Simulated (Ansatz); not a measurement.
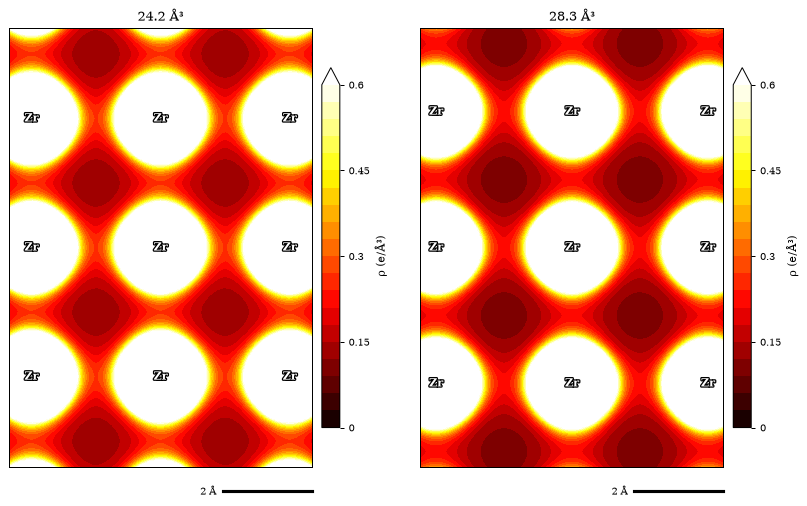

Zr. The valence pseudo-density of cells scaled evenly to different volumes (given per atom above each panel), on the (100) plane of each (indices in the axes of the cell below), at one length scale and on one colour scale.

A generated structure, not necessarily the stable one.

These are results of Ansatz 0.2.0, DFT, revPBE, plane waves (420 eV) with PAW, scalar-relativistic, not measurements.

Core electrons are frozen (PAW), and the valence fields are smoothed inside the atomic spheres.

The largest cell:

```
Zr
1.0
     3.04665    0.00000    0.00000
     0.00000    3.04665    0.00000
     0.00000    0.00000    3.04665
Zr
1
Cartesian
  0.0000 0.0000 0.0000
```

| volume (Å³/atom) | Zr–Zr contact in the plane (Å) | ρ at its midpoint (e/Å³) | pressure (GPa) | 
| --- | --- | --- | --- |
| 24.24 | 2.894 | 0.267 | 3.1 | 
| 27.27 | 3.010 | ? | ? | 
| 28.28 | 3.047 | 0.221 | −5.7 | 

Estimate the missing row, and compare with the calculation.

Answer. Over the known rows ln ρ falls by 1.24 per Å of Zr–Zr distance (the line through the two), which gives 0.231 e/Å³ at 3.010 Å; the calculation gives 0.231 e/Å³. For the pressure, a straight line in volume between the neighbouring rows gives −3.5 GPa; the calculation gives −4.0, lower because pressure rises ever faster on compression.
